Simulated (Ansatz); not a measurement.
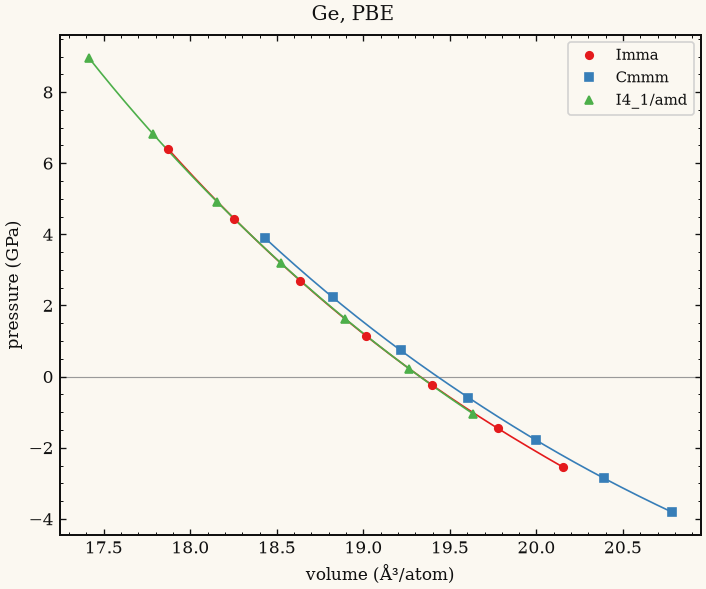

Plotted: pressure against volume, with one curve for each structure, for Ge.

Calculation (Ansatz 0.2.0): plane-wave DFT, no spin polarisation; energies at scaled volumes of the given cell, shape and fractions fixed, counted from the fit's minimum, third-order Birch-Murnaghan fit. Level: PBE.

occupations Fermi–Dirac; smearing width 0.05 eV; potentials Ansatz PAW; wave cutoff 420 eV; density cutoff 1680 eV.

Settings that differ: Imma: k mesh 11×11×11; Cmmm: k mesh 11×11×10; I4_1/amd: k mesh 11×11×11.

**Order the curves by fitted bulk modulus, smallest first.**

Cmmm 65.7, Imma 67.5, I4_1/amd 68.6 GPa.

**For Imma: what does the pressure do across the range?**

It falls from 6.39 GPa at volume 17.87 Å³/atom to −2.55 GPa at 20.16 Å³/atom, and changes sign near 19.33 Å³/atom.

Keep in mind: shape and atomic fractions are frozen while scaling, which makes layered, chain and framework solids too stiff.

The computed values:

Imma:
```json
{"volume (Å³/atom)": "17.87", "pressure (GPa)": "6.39"}
{"volume (Å³/atom)": "18.25", "pressure (GPa)": "4.44"}
{"volume (Å³/atom)": "18.63", "pressure (GPa)": "2.70"}
{"volume (Å³/atom)": "19.01", "pressure (GPa)": "1.15"}
{"volume (Å³/atom)": "19.39", "pressure (GPa)": "-0.23"}
{"volume (Å³/atom)": "19.78", "pressure (GPa)": "-1.45"}
{"volume (Å³/atom)": "20.16", "pressure (GPa)": "-2.55"}
```

Cmmm:
```json
{"volume (Å³/atom)": "18.43", "pressure (GPa)": "3.90"}
{"volume (Å³/atom)": "18.82", "pressure (GPa)": "2.23"}
{"volume (Å³/atom)": "19.21", "pressure (GPa)": "0.74"}
{"volume (Å³/atom)": "19.61", "pressure (GPa)": "-0.59"}
{"volume (Å³/atom)": "20.00", "pressure (GPa)": "-1.79"}
{"volume (Å³/atom)": "20.39", "pressure (GPa)": "-2.86"}
{"volume (Å³/atom)": "20.78", "pressure (GPa)": "-3.81"}
```

I4_1/amd:
```json
{"volume (Å³/atom)": "17.41", "pressure (GPa)": "8.97"}
{"volume (Å³/atom)": "17.78", "pressure (GPa)": "6.83"}
{"volume (Å³/atom)": "18.15", "pressure (GPa)": "4.92"}
{"volume (Å³/atom)": "18.52", "pressure (GPa)": "3.19"}
{"volume (Å³/atom)": "18.89", "pressure (GPa)": "1.63"}
{"volume (Å³/atom)": "19.27", "pressure (GPa)": "0.22"}
{"volume (Å³/atom)": "19.64", "pressure (GPa)": "-1.05"}
```
